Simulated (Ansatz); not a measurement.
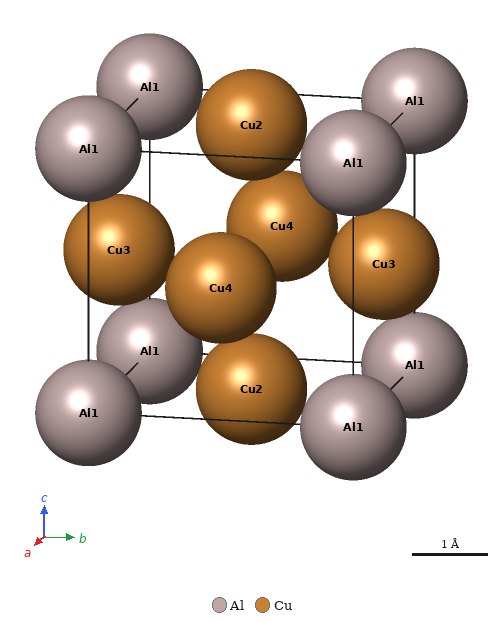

The structure (spheres-only view of the cell of the calculation, seen slightly off an axis; atoms are numbered from 1 in the order of the input). An atom can appear more than once, as a periodic image.

# What a change does: single-point calculation on AlCu3

System: AlCu3 (4 atoms in the cell).
Method of run A: DFT r2SCAN, scalar-relativistic, plane waves, PAW, no spin polarisation (Ansatz 0.2.0).

The structure derives from a Materials Project entry. Text and figures count atoms from 1; the logs count them from 0 in places.

Input, run A:
```yaml
crystal:
  lattice:
    - [3.63737667, 0.0, 0.0]
    - [0.0, 3.63737667, 0.0]
    - [0.0, 0.0, 3.63737667]
  atoms:
    - { symbol: Al, position: [0.0, 0.0, 0.0] }
    - { symbol: Cu, position: [0.5, 0.5, 0.0] }
    - { symbol: Cu, position: [0.5, 0.0, 0.5] }
    - { symbol: Cu, position: [0.0, 0.5, 0.5] }
basis:
  ecutwfc: 500
kpoints:
  mp_grid: { grid: [12, 12, 12] }
hamiltonian:
  xc: r2scan
scf:
  occupations: { method: gaussian, width: 0.1 }
output:
  forces: true
  stress: true
  eigenvalues: true
  populations: true
```

Command:
```bash
ansatz run input.yaml --threads 1 --pin off --max-ram 2560MiB --backend cpu --events-out ev --progress --plain --runs-dir out
```

Hardware: 1 thread of Intel Xeon @ 2.50GHz (Skylake/Cascade Lake), 189 GiB of memory available, shared host.

Output, shortened to warnings, some set-up lines, iterations and results (run A):
```
Basis set: ecut = 500 eV, 1213 PW (Γ), exchange–correlation on 108×108×108 points (64 copies of the dense FFT grid, shifted against one another)
Symmetry: 48 space group operations
k-points: 84 of 1728
Initial density: superposition of atomic densities (neutral atoms: chi_scale 0, normalization atom), corrected by the library's trained network
[...]
SCF iter   1: F=—  HF=-20434.952378 eV  |F-HF|=—  |Δ(HF+E_count)|=         —  Δρ=3.89e-2  dr2=4.41e-1  dr2_τ=7.95e-3  ethr=1.77e-3  ⟨swp⟩=5.3  Hψ=10694  notcnv=0  defer=34
SCF iter   2: F=—  HF=-20434.928732 eV  |F-HF|=—  |Δ(HF+E_count)|=   2.36e-2  Δρ=1.56e-2  dr2=4.89e-2  dr2_τ=3.83e-3  ethr=7.35e-4  ⟨swp⟩=2.0  Hψ=5465  notcnv=0  defer=114
SCF iter   3: F=—  HF=-20434.893741 eV  |F-HF|=—  |Δ(HF+E_count)|=   3.50e-2  Δρ=8.19e-3  dr2=2.74e-2  dr2_τ=1.25e-4  ethr=8.15e-5  ⟨swp⟩=2.0  Hψ=5610  notcnv=0  defer=114
SCF iter   4: F=—  HF=-20434.886702 eV  |F-HF|=—  |Δ(HF+E_count)|=   7.04e-3  Δρ=1.29e-3  dr2=1.02e-3  dr2_τ=2.12e-5  ethr=4.57e-5  ⟨swp⟩=1.3  Hψ=3788  notcnv=0  defer=113
SCF iter   5: F=—  HF=-20434.887220 eV  |F-HF|=—  |Δ(HF+E_count)|=   5.18e-4  Δρ=5.89e-4  dr2=2.60e-4  dr2_τ=2.22e-6  ethr=1.70e-6  ⟨swp⟩=2.0  Hψ=4493  notcnv=0  defer=113
SCF iter   6: F=—  HF=-20434.887171 eV  |F-HF|=—  |Δ(HF+E_count)|=   4.85e-5  Δρ=2.53e-4  dr2=2.91e-5  dr2_τ=1.22e-7  ethr=4.34e-7  ⟨swp⟩=2.0  Hψ=4244  notcnv=0  defer=113
SCF iter   7: F=—  HF=-20434.887155 eV  |F-HF|=—  |Δ(HF+E_count)|=   1.66e-5  Δρ=4.56e-5  dr2=6.32e-7  dr2_τ=7.87e-9  ethr=4.85e-8  ⟨swp⟩=2.0  Hψ=3950  notcnv=0  defer=113
SCF iter   8: F=-20434.887155 eV  HF=-20434.887155 eV  |F-HF|=1.72e-9  |Δ(HF+E_count)|=   9.50e-8  Δρ=8.39e-6  dr2=3.44e-8  dr2_τ=2.28e-10  ethr=1.67e-10  ⟨swp⟩=8.2  Hψ=13158 …
SCF 1 converged in 8 iterations: F = -20434.887155 eV  dr2 = 3.44e-8
SCF converged after 8 iterations
Free energy (F): -20434.887155 eV
Harris-Foulkes:  -20434.887155 eV  (|F-HF|=1.72e-9)
Internal energy: -20434.882319 eV  (E = F + TS)
E sigma→0 (E₀):  -20434.884737 eV
Entropy (-TS):   -0.004835 eV (-1.209 meV/atom)
Fermi energy:    15.269242 eV
--- Per-component energies (eV) ---
  E_band       = -1233.289752
  E_kinetic    = 924.437736
  E_local      = -13962.101175  (includes V_loc(G=0)·N_el)
  E_nonlocal   = 1190.323018
  E_hartree    = 6231.529985
  E_xc         = -290.343103
  E_vxc        = -409.262936  (∫ρ·V_xc dr)
  E_paw        = -5503.102320  (= ΣΔE_a)
  E_vpaw       = -1468.663769  (= ΣTr[D̂ρ^β])
  E_aug_tail   = 0.000432  (compensation charges beyond the density's cutoff)
  E_vtau       = 28.896456  (kinetic-family band-sum trace: ∫τ·v_τ [+ j·A + Jᵃ·Aᵃ] dr)
  E_ewald      = -9024.663461
  E_core_change = -0.963432  (= ΣΔE_core)
  E_smearing   = -0.004835  (= −TS)
  E_closure    = -0.000000  (closes the sum)
  Σ components = -20434.887155   (vs F -20434.887155, Δ=0.00e0)
--- Forces (eV/Å), atoms counted from 1 ---
  atom   1  Al    -0.00000000    -0.00000000     0.00000000
  atom   2  Cu     0.00000000     0.00000000     0.00000000
  atom   3  Cu     0.00000000    -0.00000000     0.00000000
  atom   4  Cu     0.00000000    -0.00000000     0.00000000
  max |Σ_I F_I| component: 1.08e-28 eV/Å
--- Stress (GPa, compression-positive) ---
        0.562786       0.000000       0.000000
        0.000000       0.562786       0.000000
        0.000000       0.000000       0.562786
  P = ⅓ Tr σ = 0.5628 GPa (5.628 kbar)
--- Löwdin populations: 4 sites ---
  site symbol       q [e]
     0     Al      3.9488
     1     Cu     18.5318
     2     Cu     18.5318
     3     Cu     18.5318
  spilling = 0.007595 (of n_electrons = 60.000000)
```

The input of run B differs as follows (lines with − go, lines with + come):
```diff
-  mp_grid: { grid: [12, 12, 12] }
+  mp_grid: { grid: [6, 6, 6] }
-  populations: true
```

How does run B compare with run A?

The free energy of run B is 6.9 meV per atom lower, which measures how much it depends on this numerical setting. The number of SCF iterations is the same. The irreducible k-points go from 84 to 20. On the same kind of shared host run B took about 0.29 times as long.

Output, shortened to warnings, some set-up lines, iterations and results (run B):
```
Basis set: ecut = 500 eV, 1213 PW (Γ), exchange–correlation on 108×108×108 points (64 copies of the dense FFT grid, shifted against one another)
Symmetry: 48 space group operations
k-points: 20 of 216
Initial density: superposition of atomic densities (neutral atoms: chi_scale 0, normalization atom), corrected by the library's trained network
[...]
SCF iter   1: F=—  HF=-20434.981300 eV  |F-HF|=—  |Δ(HF+E_count)|=         —  Δρ=3.87e-2  dr2=4.41e-1  dr2_τ=7.91e-3  ethr=1.77e-3  ⟨swp⟩=5.6  Hψ=2588  notcnv=0  defer=7
SCF iter   2: F=—  HF=-20434.960418 eV  |F-HF|=—  |Δ(HF+E_count)|=   2.09e-2  Δρ=1.76e-2  dr2=6.52e-2  dr2_τ=3.70e-3  ethr=7.35e-4  ⟨swp⟩=2.0  Hψ=1303  notcnv=0  defer=25
SCF iter   3: F=—  HF=-20434.920844 eV  |F-HF|=—  |Δ(HF+E_count)|=   3.96e-2  Δρ=7.57e-3  dr2=2.37e-2  dr2_τ=1.04e-4  ethr=1.09e-4  ⟨swp⟩=2.5  Hψ=1312  notcnv=0  defer=5
SCF iter   4: F=—  HF=-20434.914529 eV  |F-HF|=—  |Δ(HF+E_count)|=   6.31e-3  Δρ=1.09e-3  dr2=6.06e-4  dr2_τ=1.42e-5  ethr=3.95e-5  ⟨swp⟩=1.1  Hψ=872  notcnv=0  defer=5
SCF iter   5: F=—  HF=-20434.914958 eV  |F-HF|=—  |Δ(HF+E_count)|=   4.29e-4  Δρ=4.60e-4  dr2=1.56e-4  dr2_τ=1.68e-6  ethr=1.01e-6  ⟨swp⟩=2.0  Hψ=1059  notcnv=0  defer=5
SCF iter   6: F=—  HF=-20434.914928 eV  |F-HF|=—  |Δ(HF+E_count)|=   2.91e-5  Δρ=1.95e-4  dr2=1.73e-5  dr2_τ=7.56e-8  ethr=2.61e-7  ⟨swp⟩=2.0  Hψ=1027  notcnv=0  defer=5
SCF iter   7: F=—  HF=-20434.914914 eV  |F-HF|=—  |Δ(HF+E_count)|=   1.47e-5  Δρ=3.85e-5  dr2=4.66e-7  dr2_τ=3.96e-9  ethr=2.89e-8  ⟨swp⟩=2.0  Hψ=952  notcnv=0  defer=5
SCF iter   8: F=-20434.914914 eV  HF=-20434.914914 eV  |F-HF|=9.39e-10  |Δ(HF+E_count)|=   6.88e-8  Δρ=7.07e-6  dr2=2.73e-8  dr2_τ=1.70e-10  ethr=1.67e-10  ⟨swp⟩=6.0  Hψ=2773 …
SCF 1 converged in 8 iterations: F = -20434.914914 eV  dr2 = 2.73e-8
SCF converged after 8 iterations
Free energy (F): -20434.914914 eV
Harris-Foulkes:  -20434.914914 eV  (|F-HF|=9.39e-10)
Internal energy: -20434.909912 eV  (E = F + TS)
E sigma→0 (E₀):  -20434.912413 eV
Entropy (-TS):   -0.005001 eV (-1.250 meV/atom)
Fermi energy:    15.456457 eV
--- Per-component energies (eV) ---
  E_band       = -1232.998295
  E_kinetic    = 924.442499
  E_local      = -13962.344914  (includes V_loc(G=0)·N_el)
  E_nonlocal   = 1190.195412
  E_hartree    = 6231.791233
  E_xc         = -290.360511
  E_vxc        = -409.307560  (∫ρ·V_xc dr)
  E_paw        = -5503.007171  (= ΣΔE_a)
  E_vpaw       = -1468.493774  (= ΣTr[D̂ρ^β])
  E_aug_tail   = 0.000432  (compensation charges beyond the density's cutoff)
  E_vtau       = 28.910593  (kinetic-family band-sum trace: ∫τ·v_τ [+ j·A + Jᵃ·Aᵃ] dr)
  E_ewald      = -9024.663461
  E_core_change = -0.963432  (= ΣΔE_core)
  E_smearing   = -0.005001  (= −TS)
  E_closure    = -0.000000  (closes the sum)
  Σ components = -20434.914914   (vs F -20434.914914, Δ=0.00e0)
--- Forces (eV/Å), atoms counted from 1 ---
  atom   1  Al     0.00000000    -0.00000000     0.00000000
  atom   2  Cu     0.00000000    -0.00000000     0.00000000
  atom   3  Cu    -0.00000000    -0.00000000     0.00000000
  atom   4  Cu     0.00000000     0.00000000     0.00000000
  max |Σ_I F_I| component: 1.43e-28 eV/Å
--- Stress (GPa, compression-positive) ---
        0.510022       0.000000       0.000000
       -0.000000       0.510022       0.000000
        0.000000       0.000000       0.510022
  P = ⅓ Tr σ = 0.5100 GPa (5.100 kbar)
```

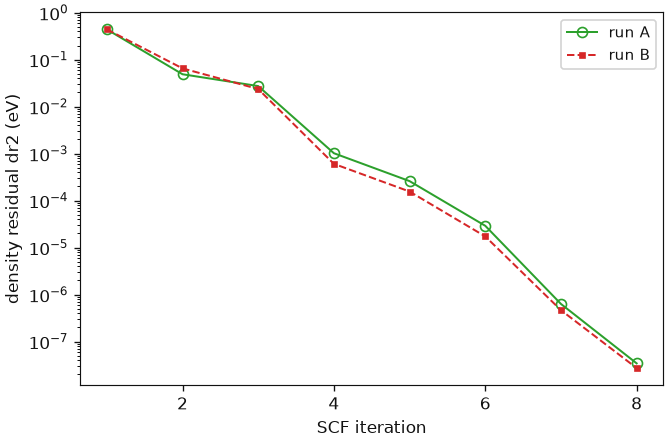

Convergence of the two runs: density residual dr2 against the SCF iteration. Run A takes 8 iterations in all, and run B takes 8.

The two runs side by side:

| quantity | run A | run B |
| --- | --- | --- |
| outcome | converged | converged |
| free energy per atom (eV) | −5108.7218 | −5108.7287 |
| energy per atom, smearing taken to zero (eV) | −5108.7212 | −5108.7281 |
| gap on the mesh (eV) | 0.00 | 0.00 |
| pressure (GPa) | 0.56 | 0.51 |
| largest force (eV/Å) | 0.000 | 0.000 |
| SCF iterations | 8 | 8 |
| irreducible k-points | 84 | 20 |
| plane waves at Γ | 1213 | 1213 |
| wall time (shared host) | 31 s | 9.1 s |
